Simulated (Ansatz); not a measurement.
# How KCl (Sylvite, Fm-3m) expands on warming, part 4 of 4

Aim: the lattice, expansion, heat capacity and bulk modulus of KCl (Sylvite) as it warms.

What experiment has found for this phase:
- volume expansion coefficient 111.3 1e-6/K and heat capacity C_P per formula unit 51.7 J/mol/K near room temperature (given in “High-Throughput Prediction of Finite-Temperature Properties using the Quasi-Harmonic Approximation”, 2016, arXiv:1603.06924)
- volume expansion coefficient 114.9 1e-6/K near room temperature (given in “Descriptors for thermal expansion in solids”, 2017, arXiv:1701.03966)

Ansatz 0.2.0; DFT LDA, scalar-relativistic, plane waves, PAW (the session's first sound run).

So far, isothermal bulk modulus at 298 K (GPa): step 6 (the quasi-harmonic study, functional LDA, q-mesh 2×2×2) 20.2; step 8 (q-mesh 4×4×4) 20.1. Also principal linear expansion coefficients at 298 K (× 1e-6/K): step 6 36.3; step 8 36.2.

### 10. Relaxing at another setting

The functional, the potentials or the cutoff change, so the crystal is relaxed again at the new setting.

This step: DFT PBE, scalar-relativistic, plane waves, PAW (Ansatz 0.2.0).

Contents of input.yaml:

```yaml
crystal:
  lattice:
    - [0.0, 3.0385007308, 3.0385007308]
    - [3.0385007308, 0.0, 3.0385007308]
    - [3.0385007308, 3.0385007308, 0.0]
  atoms:
    - { symbol: K, position: [0.0, 0.0, 0.0] }
    - { symbol: Cl, position: [0.5, 0.5, 0.5] }
kpoints:
  mp_grid: { grid: [8, 8, 8] }
hamiltonian:
  xc: pbe
scf:
  occupations: { method: fixed }
output:
  forces: true
  stress: true
  eigenvalues: true
relax:
  adjacent_minimum: "off"
  f_tol: 0.001
  max_steps: 60
  cell: { stress_tol: 0.01 }
```

Run with:

```console
> ansatz run input.yaml --threads 4 --pin off --max-ram 16384MiB --backend cpu --events-out ev --progress --plain --runs-dir out
```

Numbers of over 12 decimals in the logs are rounded to 6 here.

Output:

```text
[...]
Crystal: 2 atoms, lattice volume = 56.106 Å³
Basis set: ecut = 420 eV, 1067 PW (Γ), exchange–correlation on 60×60×60 points (8 copies of the dense FFT grid, shifted against one another)
Bands: 12, of which v1, the nominal top of the filled ones, is band 8 counted from 1 (7 counted from 0)
Symmetry: 48 space group operations
[...]
k-points: 29 of 512
[...]
SCF iter   1: F=—  HF=-2621.144760 eV  |F-HF|=—  |Δ(HF+E_count)|=         —  Δρ=2.02e-4  dr2=1.54e-5  ethr=1.77e-3  ⟨swp⟩=4.9  Hψ=1900  notcnv=0  defer=49
[...]
SCF iter   6: F=-2621.144540 eV  HF=-2621.144540 eV  |F-HF|=3.22e-10  |Δ(HF+E_count)|=   4.26e-9  Δρ=5.73e-7  dr2=4.66e-11  ethr=1.50e-11  ⟨swp⟩=5.7  Hψ=1963  notcnv=0
SCF 1 converged in 6 iterations: F = -2621.144540 eV  dr2 = 4.66e-11
[...]
relax step   1: F+E_penalty+E_count = -2621.14454031 eV  Δ(F+E_penalty+E_count) = +0.000e0 eV  max|allowed force component| = 3.846e-30 eV/Å  Δτ_max = 0.0000 Å  P = +3.399 GPa  Ω = 56.106 Å³  (6 SCF iters, dr2 threshold 1.00e-7 eV, accepted)
Crystal: 2 atoms, lattice volume = 61.640 Å³
Basis set: ecut = 420 eV, 1243 PW (Γ), exchange–correlation on 60×60×60 points (8 copies of the dense FFT grid, shifted against one another)
[...]
SCF iter   5: F=-2621.216416 eV  HF=-2621.216416 eV  |F-HF|=4.24e-7  |Δ(HF+E_count)|=   4.96e-6  Δρ=2.03e-5  dr2=1.78e-7  ethr=1.25e-9  ⟨swp⟩=6.1  Hψ=2410  notcnv=0
SCF 2 converged in 5 iterations: F = -2621.216416 eV  dr2 = 1.78e-7
[...]
relax step   2: F+E_penalty+E_count = -2621.21641616 eV  Δ(F+E_penalty+E_count) = -7.188e-2 eV  max|allowed force component| = 6.968e-30 eV/Å  Δτ_max = 0.0000 Å  P = +0.969 GPa  Ω = 61.640 Å³  energy of the carried Pulay correction = -5.640e-5 eV  (5 SCF iters, dr2 threshold 2.00e-7 eV, accepted)
Crystal: 2 atoms, lattice volume = 64.161 Å³
[...]
SCF iter   5: F=-2621.225410 eV  HF=-2621.225410 eV  |F-HF|=9.24e-8  |Δ(HF+E_count)|=   1.15e-6  Δρ=8.82e-6  dr2=3.69e-8  ethr=1.25e-9  ⟨swp⟩=7.2  Hψ=2114  notcnv=0
SCF 3 converged in 5 iterations: F = -2621.225410 eV  dr2 = 3.69e-8
relax step   3: F+E_penalty+E_count = -2621.22541004 eV  Δ(F+E_penalty+E_count) = -8.994e-3 eV  max|allowed force component| = 2.630e-30 eV/Å  Δτ_max = 0.0000 Å  P = +0.205 GPa  Ω = 64.161 Å³  energy of the carried Pulay correction = -8.038e-5 eV  (5 SCF iters, dr2 threshold 2.00e-7 eV, accepted)
[...]
relax step   4: F+E_penalty+E_count = -2621.22589611 eV  Δ(F+E_penalty+E_count) = -4.861e-4 eV  max|allowed force component| = 1.920e-29 eV/Å  Δτ_max = 0.0000 Å  P = +0.018 GPa  Ω = 64.873 Å³  energy of the carried Pulay correction = -8.698e-5 eV  (5 SCF iters, dr2 threshold 1.05e-7 eV, accepted)
[...]
relax step   5: F+E_penalty+E_count = -2621.22589965 eV  Δ(F+E_penalty+E_count) = -3.540e-6 eV  max|allowed force component| = 3.648e-30 eV/Å  Δτ_max = 0.0000 Å  P = +0.001 GPa  Ω = 64.941 Å³  energy of the carried Pulay correction = -8.760e-5 eV  (4 SCF iters, dr2 threshold 8.46e-10 eV, accepted)
Basis set: ecut = 420 eV, 1243 PW (Γ), exchange–correlation on 64×64×64 points (8 copies of the dense FFT grid, shifted against one another)
[...]
SCF iter   6: F=-2621.226108 eV  HF=-2621.226108 eV  |F-HF|=4.55e-13  |Δ(HF+E_count)|=  5.91e-12  Δρ=2.40e-8  dr2=2.96e-13  ethr=1.00e-12  ⟨swp⟩=6.0  Hψ=2294  notcnv=0
SCF 6 converged in 6 iterations: F = -2621.226108 eV  dr2 = 2.96e-13
relax step   6: F+E_penalty+E_count = -2621.22610837 eV  Δ(F+E_penalty+E_count) = -2.087e-4 eV  max|allowed force component| = 3.673e-30 eV/Å  Δτ_max = 0.0000 Å  P = +0.008 GPa  Ω = 64.941 Å³  stress off target by 8.16e-3 GPa  SCF on the basis re-selected at this cell (its energy is not comparable with the rows above)  (6 SCF iters)
[...]
SCF converged after 6 iterations
Free energy (F): -2621.226108 eV
[...]
Internal energy: -2621.226108 eV  (E = F + TS)
E sigma→0 (E₀):  -2621.226108 eV
Fermi energy:    0.584273 eV
[...]
--- Stress (GPa, compression-positive) ---
        0.008163      -0.000000      -0.000000
       -0.000000       0.008163      -0.000000
       -0.000000      -0.000000       0.008163
  P = ⅓ Tr σ = 0.0082 GPa (0.082 kbar)
--- Band table (eV; the first three rows and the last of 29) ---
  k-point 0: bands = [... 4 lower, -10.1709, 0.5843, 0.5843, 0.5843, 5.6330, 8.9215, 8.9215, 8.9215]
  k-point 1: bands = [... 4 lower, -10.1358, 0.4076, 0.5388, 0.5388, 5.9926, 8.8024, 9.1076, 9.1076]
  k-point 2: bands = [... 4 lower, -10.0559, 0.0376, 0.4326, 0.4326, 6.8523, 8.6873, 9.6354, 9.6354]
  k-point 28: bands = [... 4 lower, -10.0899, 0.1343, 0.1343, 0.1354, 8.5482, 8.5482, 9.8335, 10.2512]
--- Relaxed structure (5 steps of the walk, 5 accepted, 1 SCFs on fresh bases) ---
[...]
cell:  # Å, volume = 64.9407 Å³
    - [0, 3.190281, 3.190281]
    - [3.190281, 0, 3.190281]
    - [3.190281, 3.190281, 0]
  atoms:
    - { symbol: K, position: [0, 0, 0] }
    - { symbol: Cl, position: [0.5, 0.5, 0.5] }
```

Wall time 1.9 s (4 threads of Arm Neoverse V2, shared host); peak memory 0.33 GiB; 6.5 s of CPU time.

The steps of the relaxation:

| step | energy less that of the first step (eV) | largest force component (eV/Å) | pressure (GPa) | volume (Å³) |
| --- | --- | --- | --- | --- |
| 1 | 0.0000 | 0.0000 | 3.40 | 56.11 |
| 2 | -0.0719 | 0.0000 | 0.97 | 61.64 |
| 3 | -0.0809 | 0.0000 | 0.21 | 64.16 |
| 4 | -0.0814 | 0.0000 | 0.02 | 64.87 |
| 5 | -0.0814 | 0.0000 | 0.00 | 64.94 |
| 6* | -0.0816 | 0.0000 | 0.01 | 64.94 |

Relaxation steps marked * repeat the geometry before them on a plane-wave basis chosen anew for their cell, so energy and pressure can jump there.

Forces are held to the 48 operations that the run works with; a distortion that breaks them can't arise in this run.

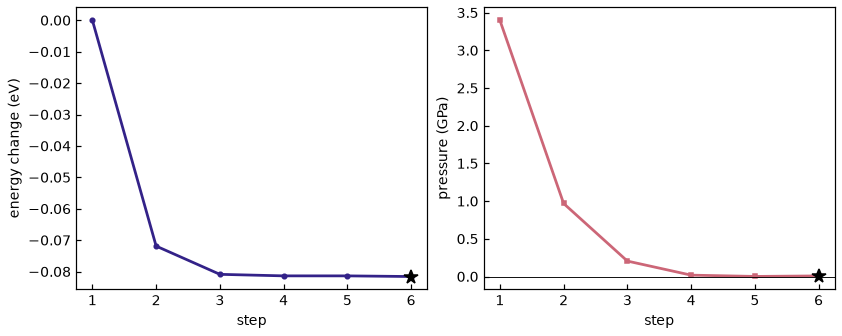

Energy and pressure along the relaxation. Stars mark steps on a basis chosen anew.

| conventional cell, symmetrised | before | after | change |
| --- | --- | --- | --- |
| a (Å) | 6.077 | 6.381 | +5.0 % |
| b (Å) | 6.077 | 6.381 | +5.0 % |
| c (Å) | 6.077 | 6.381 | +5.0 % |
| volume (Å³/atom) | 28.05 | 32.47 | +15.7 % |

Final coordinates:

```xyz
2
Lattice="0.0000 3.1903 3.1903 3.1903 0.0000 3.1903 3.1903 3.1903 0.0000" Properties=species:S:1:pos:R:3 pbc="T T T"
K     0.0000    0.0000    0.0000
Cl    3.1903    3.1903    3.1903
```

This step gave:

```
pressure          : 0.008163 GPa
gap on the k-mesh : 5.049 eV
volume per atom   : 32.47 Å³
```

The residual pressure is 0.0082 GPa, small enough for phonons.

### 11. Phonons on strained cells, q-mesh 4×4×4 (run 2)

Thermal expansion follows from how the free energy of the vibrations (and of the electrons in a metal) changes with strain, so the program makes strained cells, their phonons and a fit in one run.

input.yaml, the sections that differ from step 10:

```yaml
crystal:
  lattice:
    - [0.0, 3.1902809034, 3.1902809034]
    - [3.1902809034, 0.0, 3.1902809034]
    - [3.1902809034, 3.1902809034, 0.0]
  atoms:
    - { symbol: K, position: [0.0, 0.0, 0.0] }
    - { symbol: Cl, position: [0.5, 0.5, 0.5] }
output:
  eigenvalues: true
phonons:
  method: dfpt
  qmesh: [4, 4, 4]
  temperatures: { t_max: 800.0, t_step: 50 }
  thermal_expansion: {}
# kpoints, hamiltonian, scf: as in step 10
# relax: removed
```

Output:

```text
[...]
Crystal: 2 atoms, lattice volume = 64.941 Å³
Basis set: ecut = 487.2 eV, 1591 PW (Γ), exchange–correlation on 72×72×72 points (8 copies of the dense FFT grid, shifted against one another)
Bands: 12, of which v1, the nominal top of the filled ones, is band 8 counted from 1 (7 counted from 0)
Symmetry: 48 space group operations
[...]
vibrations' free energy: its fit leaves 0.0129 meV an atom at the most
  the electrons' free energy at temperature is not in it: every band gap is over 0.83 eV
  free energies summed between the sampled wave vectors
[...]
band gaps on the cells' k-points are 4.493 to 5.147 eV
[key lines of the parts left out:]
SCF converged after 7 iterations
Free energy (F): -2621.226184 eV
Fermi energy:    0.584256 eV
P = ⅓ Tr σ = 0.0079 GPa (0.079 kbar)
```

Wall time 17 min (4 threads); peak memory 1.3 GiB; 66 min of CPU time.

Strained cells of the study; zero-point energy where phonons were solved; the pressures are stresses at a fixed cutoff and can carry an offset from the finite basis. Expansion cells, by row:

| cell | \|a\| (Å) | \|b\| (Å) | \|c\| (Å) | V (Å³/atom) | E - E_lowest (meV/atom) | pressure, compression positive (GPa) | gap (eV) | zero-point energy (meV/atom) |
| --- | --- | --- | --- | --- | --- | --- | --- | --- |
| 1 | 4.512 | 4.512 | 4.512 | 32.47 | 0 | 0.007 | 5.049 | - |
| 2 | 4.548 | 4.548 | 4.548 | 33.26 | 0.884 | -0.36 | 4.971 | - |
| 3 | 4.476 | 4.476 | 4.476 | 31.7 | 1.003 | 0.42 | 5.129 | - |
| 4 | 4.513 | 4.513 | 4.513 | 32.49 | 0 | -0.005 | 5.046 | 19.89 |
| 5 | 4.535 | 4.535 | 4.535 | 32.98 | 0.377 | -0.239 | 4.997 | 19.37 |
| 6 | 4.561 | 4.561 | 4.561 | 33.56 | 1.677 | -0.488 | 4.942 | 18.79 |
| 7 | 4.611 | 4.611 | 4.611 | 34.65 | 6.458 | -0.899 | 4.841 | 17.72 |
| 8 | 4.66 | 4.66 | 4.66 | 35.78 | 14.07 | -1.246 | 4.744 | 16.66 |
| 9 | 4.71 | 4.71 | 4.71 | 36.95 | 24.25 | -1.538 | 4.65 | 15.61 |
| 10 | 4.761 | 4.761 | 4.761 | 38.16 | 36.77 | -1.78 | 4.559 | 14.56 |
| 11 | 4.468 | 4.468 | 4.468 | 31.54 | 1.49 | 0.517 | 5.147 | - |
| 12 | 4.49 | 4.49 | 4.49 | 32.01 | 0.361 | 0.247 | 5.096 | - |
| 13 | 4.799 | 4.799 | 4.799 | 39.08 | 47.48 | -1.932 | 4.493 | - |
| 14 | 4.797 | 4.797 | 4.797 | 39.02 | 46.74 | -1.923 | 4.498 | 13.82 |

Changing the level of theory (LDA → PBE) takes the volume expansion at 298 K from 109 to 168 × 10⁻⁶/K and B_T from 20.1 to 12.5 GPa.

### 12. Comparing the runs

Times are for 4 threads of Arm Neoverse V2, shared host. Results by setting:

| no. | functional | cutoff (eV) | k-mesh | q-mesh | method | pressure (GPa) | volume expansion coefficient at 298 K (1e-6/K) | C_P at 298 K (J/mol-atom/K) | isothermal bulk modulus at 298 K (GPa) | time | memory (GiB) |
| --- | --- | --- | --- | --- | --- | --- | --- | --- | --- | --- | --- |
| 1 | lda | 487.2 | 8×8×8 | 2×2×2 | dfpt | 0 | 108.9 | 25.44 | 20.17 | 2 min | 0.62 |
| 2 | lda | 487.2 | 8×8×8 | 4×4×4 | dfpt | 0 | 108.6 | 25.43 | 20.15 | 11 min | 1.2 |
| 3 | pbe | 487.2 | 8×8×8 | 4×4×4 | dfpt | 0 | 168.1 | 26.58 | 12.45 | 17 min | 1.3 |

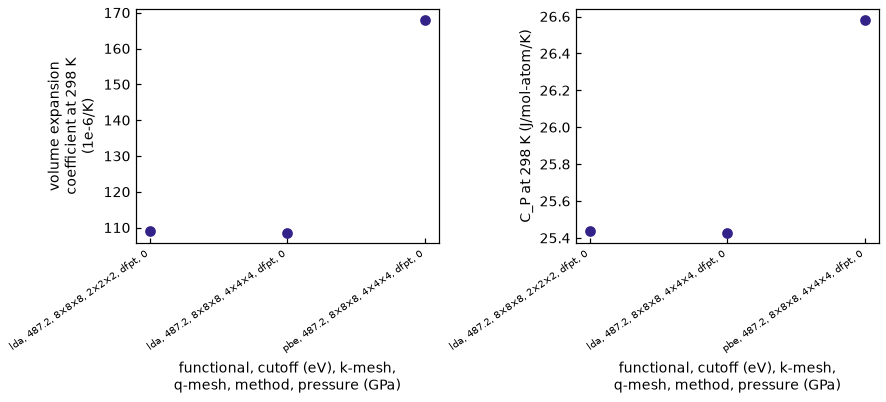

The series as plots.

The runs together, line volume. The expansion coefficient, volume by temperature; values in 1e-6/K:

| temperature (K) | lda, 487.2, 8×8×8, 2×2×2, dfpt, 0 | lda, 487.2, 8×8×8, 4×4×4, dfpt, 0 | pbe, 487.2, 8×8×8, 4×4×4, dfpt, 0 |
| --- | --- | --- | --- |
| 0 | 0 | 0 | 0 |
| 50 | 29.8 | 29.4 | 61 |
| 100 | 70.3 | 69.9 | 112 |
| 150 | 87.2 | 86.8 | 132 |
| 200 | 96.4 | 96.1 | 145 |
| 250 | 103 | 103 | 157 |
| 298 | 109 | 109 | 168 |
| 300 | 109 | 109 | 169 |
| 350 | 115 | 115 | 182 |
| 400 | 121 | 121 | 198 |
| 450 | 128 | 127 | 220 |
| 500 | 135 | 135 | 251 |
| 550 | 143 | 143 | 301 |
| 600 | 153 | 153 | 403 |
| 650 | 165 | 165 | 863 |
| 700 | 179 | 180 | - |
| 750 | 198 | 199 | - |
| 800 | 223 | 225 | - |

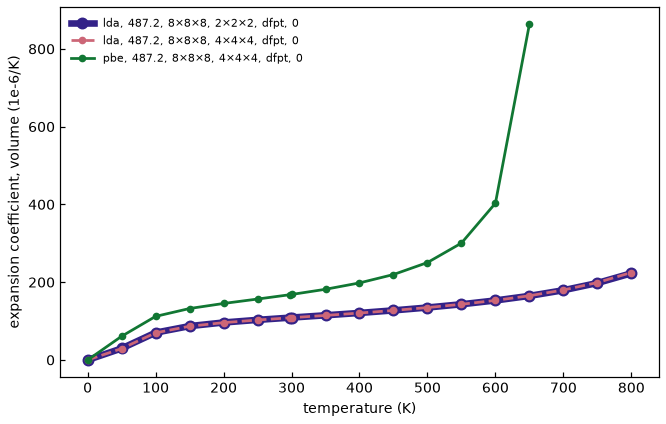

Expansion coefficient, volume, plotted against temperature.

The runs together, line C_P. Heat capacity, C_P against temperature; values in J/mol-atom/K:

| temperature (K) | lda, 487.2, 8×8×8, 2×2×2, dfpt, 0 | lda, 487.2, 8×8×8, 4×4×4, dfpt, 0 | pbe, 487.2, 8×8×8, 4×4×4, dfpt, 0 |
| --- | --- | --- | --- |
| 0 | 0 | 0 | 0 |
| 50 | 10.1 | 10.1 | 12.6 |
| 100 | 19.2 | 19.2 | 21.0 |
| 150 | 22.5 | 22.5 | 23.6 |
| 200 | 24.0 | 24.0 | 25.0 |
| 250 | 24.8 | 24.8 | 25.8 |
| 298 | 25.4 | 25.4 | 26.6 |
| 300 | 25.5 | 25.4 | 26.6 |
| 350 | 26.0 | 26.0 | 27.4 |
| 400 | 26.5 | 26.5 | 28.2 |
| 450 | 27.0 | 26.9 | 29.3 |
| 500 | 27.5 | 27.5 | 30.7 |
| 550 | 28.0 | 28.0 | 33.0 |
| 600 | 28.7 | 28.7 | 37.4 |
| 650 | 29.4 | 29.4 | 57.0 |
| 700 | 30.4 | 30.4 | - |
| 750 | 31.5 | 31.6 | - |
| 800 | 33.1 | 33.2 | - |

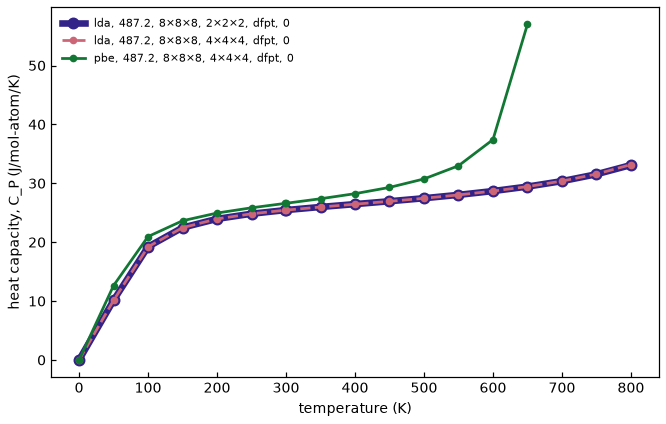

Heat capacity, C_P, plotted against temperature.

### 13. Results

| Item | Value |
| --- | --- |
| settings of these figures | PBE, 487.2 eV, k 8×8×8, q 4×4×4 |
| volume expansion coefficient at 298 K | 168.1 1e-6/K |
| C_P at 298 K | 26.58 J/mol-atom/K |
| entropy at 298 K | 44.86 J/mol-atom/K |
| isothermal bulk modulus at 298 K | 12.45 GPa |
| Grüneisen parameter at 298 K | 1.752 |
| volume at 298 K | 33.97 Å³/atom |
| principal linear expansion coefficients at 298 K | 56.02, 56.02, 56.02 1e-6/K |

In words: Near room temperature KCl (Sylvite) expands by 168 × 10⁻⁶/K in volume by PBE, with C_P = 26.6 J/(mol K) per mole of atoms and B_T = 12.5 GPa. At some temperatures (first at 650 K) the program's own estimate of the fit error is large against the linear coefficients, so those rows are unreliable. Between 298.15 and 650 K the bulk modulus falls by 76 % and the Grüneisen parameter grows; in this range the quasi-harmonic approximation, which lacks anharmonicity at fixed volume, tends to overshoot. C_P at room temperature is 107 % of the classical 3R an atom; C_V is 98 %, and the rest is expansion work. Above 650 K the study finds no volume of rest, and gives nothing there: the quasi-harmonic free energy has lost its minimum, and the figures just below are already near that breakdown. A measured volume expansion coefficient near room temperature is 111.3 1e-6/K (arXiv:1603.06924); the calculated 168 1e-6/K differs by +51 %. A measured heat capacity per formula unit near room temperature is 51.7 J/mol/K (arXiv:1603.06924); the calculated 53.2 J/mol/K differs by +3 %. The levels of theory differ by up to 59.5 × 10⁻⁶/K in the volume expansion at 298 K.

[Logs are printed without paths, hosts, clocks, repeated set-up lines and the standing remarks that a program may print on its own settings, such as how far it seeks lower states.]

[Hosts, paths, dates, database ids (printed as entryN), source tags and the programs' standing remarks are cut or masked in the printed files.]

[A step with changed settings may run another functional than the one named; its input shows which.]
